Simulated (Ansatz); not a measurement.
# ZnSn₂N₂: what the fields show

Input

```
crystal:
  lattice:
    - [2.9521604536, -1.7046251948, 0.0393537984]
    - [2.9521604536, 1.7046251948, 0.0393537984]
    - [-2.0993064401, 0.0, 9.2189689816]
  atoms:
    - { symbol: Zn, position: [0.0, 0.0, 0.0] }
    - { symbol: Sn, position: [0.2294319215, 0.2294319215, 0.6882679219] }
    - { symbol: Sn, position: [0.7705680785, 0.7705680785, 0.3117320781] }
    - { symbol: "N", position: [0.9345475877, 0.9345475877, 0.8031396693] }
    - { symbol: "N", position: [0.0654524123, 0.0654524123, 0.1968603307] }
basis:
  ecutwfc: 420
kpoints:
  mp_grid: { grid: [12, 12, 4] }
hamiltonian:
  xc: pbe
scf:
  occupations: { method: gaussian, width: 0.02 }
output:
  forces: true
  stress: true
  eigenvalues: true
  write_density: true
  write_potential: true
  elf: true
  volumetric_format: npy
relax:
  adjacent_minimum: "off"
  f_tol: 0.01
  max_steps: 30
  cell: { stress_tol: 0.1, fix: [volume] }
```

Run with:

```sh
ansatz run input.yaml --threads 1 --pin off --max-ram 2560MiB --backend cpu --events-out ev --progress --plain --runs-dir out
```

Below, planes, directions and counts refer to the conventional cell (a = 3.43 Å, b = 3.43 Å, c = 27.44 Å, α = 89.99°, β = 90.01°, γ = 120.00°).

The fields are those of the run's last geometry, not of the input's.

Space group R-3m; a generated structure, not necessarily the stable one; changed on purpose from its base cell (volume × 0.97, shape and atoms relaxed).

The calculation used Ansatz 0.2.0, DFT PBE, scalar-relativistic, plane waves, PAW.

Core electrons are frozen (PAW), and the valence fields are smoothed inside the atomic spheres.

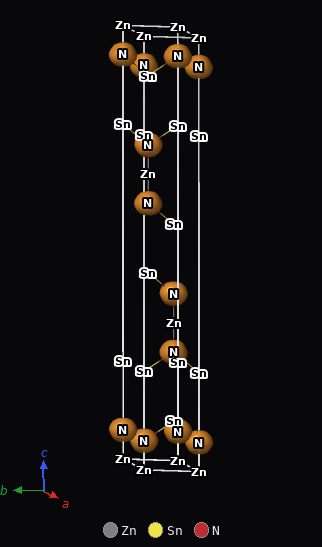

Figure 1. Isosurface of the ELF at 0.75 (orange), seen at an oblique angle. Core shells and regions of very low density are left out. Sticks mark near contacts.

Identify the bonds, lone pairs and shells in this picture.

Answer. At this value the surface marks out six regions wrapped around N (the valence shell of each), counted in one cell of 15 atoms. Regions shared between cells count once. Along the contacts the grid gives the following. Zn–N (1.84 Å): the ELF peaks at about 0.85 in the valence shell of N, 0.6 Å from its nucleus, and is about 0.50 at the midpoint. Sn–N (2.25 Å): the ELF peaks at about 0.85 in the valence shell of N, 0.7 Å from its nucleus, and is about 0.30 at the midpoint.

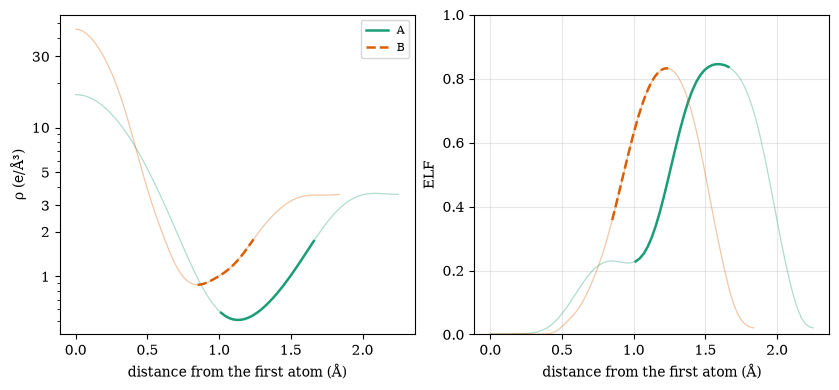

Figure 2. Valence charge density (pseudo) and electron localisation function along straight lines between neighbouring atoms. Thin, pale parts lie inside the atomic spheres.

Which curve belongs to which contact (Sn–N and Zn–N)? The first atom named is at distance zero.

Answer. Curve A: Sn–N (2.25 Å): ρ at the midpoint is about 0.51 e/Å³; the ELF peaks at about 0.85 in the valence shell of N, 0.7 Å from its nucleus, and is about 0.30 at the midpoint. Curve B: Zn–N (1.84 Å): ρ is about 0.91 e/Å³ halfway; the ELF peaks at about 0.85 in the valence shell of N, 0.6 Å from its nucleus, and is about 0.50 at the midpoint.

Does the calculation make it a metal, or give it a gap?

Answer. It is gapped, with a Kohn–Sham gap of 0.32 eV on the k-point mesh, an upper bound to the gap of this method.
